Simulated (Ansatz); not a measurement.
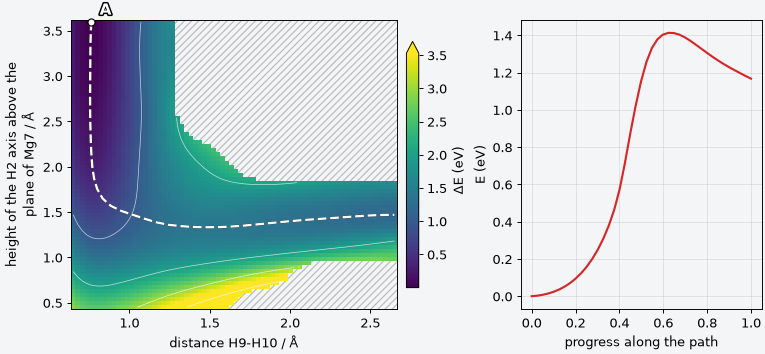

H₂ on a Mg(100) slab cut from the P6_3/mmc phase, its upper half relaxed before the scan (8 atoms of substrate and one adsorbate in a 2 × 1 cell). H2 lies flat over one site of a rigid substrate while its bond length and height are varied; it sits over a hollow site, heights counted from the top plane, its axis along the first surface vector. Coordinates scanned: (1) distance H9-H10; (2) height of the H2 axis above the plane of Mg7. The scan uses an 8 × 9 grid. At 20 points there is no value (left out: too close to the surface, or the stretched molecule far from it). Points are written as (first, second). Energies: eV, counted from the lowest grid point. Level of theory: DFT PBE, scalar-relativistic, plane waves, PAW (Ansatz). Settings: cutoff 420 eV, k-mesh 4×5×1, gaussian smearing 0.1 eV, no spin polarisation.

Drawn: a smooth colour map with a few white contour lines, a line along the lowest path, one colour for all values above the top of the scale, hatched blanks where no value was computed, the energy along the path at the right, the start A. Between grid points the surface is interpolated.

Describe the path and its barrier.

The easiest path runs from the intact molecule far from the surface, (0.750 Å, 3.60 Å), to the stretched end of the scan, about (2.65 Å, 1.47 Å). Its highest point, at about (1.48 Å, 1.33 Å), lies about 1.4 eV above the start and 0.25 eV above the end on the interpolated surface. An end on the edge of the scan is no minimum, so the barrier from there is a lower bound.
